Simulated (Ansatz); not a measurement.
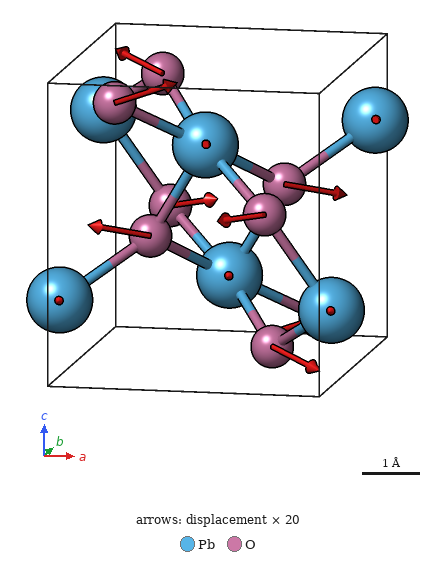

This is a relaxation of solid PbO2 (set up in Pbcn). The starting structure is drawn; red arrows show the displacements, 20 times their true length.

The picture is a ball-and-stick view of the cell of the calculation, seen slightly off an axis.

Theory: DFT, r2SCAN, plane-wave PAW, default files, scalar-relativistic in Ansatz.

Input file:
```yaml
crystal:
  lattice:
    - [4.947, 0.0, 0.0]
    - [0.0, 5.951, 0.0]
    - [0.0, 0.0, 5.497]
  atoms:
    - { symbol: Pb, position: [0.0, 0.178, 0.25] }
    - { symbol: Pb, position: [0.5, 0.322, 0.75] }
    - { symbol: Pb, position: [0.0, 0.822, 0.75] }
    - { symbol: Pb, position: [0.5, 0.678, 0.25] }
    - { symbol: O, position: [0.276, 0.41, 0.425] }
    - { symbol: O, position: [0.224, 0.09, 0.925] }
    - { symbol: O, position: [0.776, 0.09, 0.575] }
    - { symbol: O, position: [0.724, 0.41, 0.075] }
    - { symbol: O, position: [0.724, 0.59, 0.575] }
    - { symbol: O, position: [0.776, 0.91, 0.075] }
    - { symbol: O, position: [0.224, 0.91, 0.425] }
    - { symbol: O, position: [0.276, 0.59, 0.925] }
kpoints:
  mp_grid: { grid: [7, 6, 6] }
scf:
  occupations: { method: fermi_dirac, width: 0.05 }
hamiltonian:
  xc: r2scan
  pseudopotentials: { kind: paw }
output:
  forces: true
  stress: true
  populations: true
  efg: { quadrupole_moments_barn: { O: -0.02558 }, contact_densities: true }
  write_density: true
  write_potential: true
  elf: true
  volumetric_format: npy
relax:
  f_tol: 0.02
  max_steps: 60
```

Run as
```bash
ansatz run input.yaml --threads 1 --pin off --max-ram 3072MiB --backend cpu --events-out ev --progress --plain --runs-dir out
```

**What did the optimiser do to the structure, and how much energy did it gain?**

The largest moves, 0.063 Å, are those of 8 atoms (O5, O6, O7, O8 and others). O9 goes along [3 2 −1]. Largest moves by element: O 0.063 Å, Pb 0.008 Å. The lattice vectors keep their values. Near-neighbour distances that change, for instance: Pb1–O10 2.167 → 2.219 Å, Pb1–O5 2.167 → 2.125 Å, Pb1–O6 2.167 → 2.172 Å. Bond angles that change, for instance: Pb1–O6–Pb3 106.4° → 104.0°, O6–Pb3–O10 73.6° → 76.0°, O10–Pb3–O11 152.0° → 154.4°. The space group stays Pbcn (No. 60). Over 3 accepted moves (4 points after the start) the energy falls by 0.233 eV per cell of the calculation. The largest force component goes from 0.82 to 0.0042 eV/Å. 1 step only repeated the SCF at the same geometry. Cost: 7.4 min on 1 thread of Arm Neoverse V2 (shared host), peak memory 1.4 GiB.
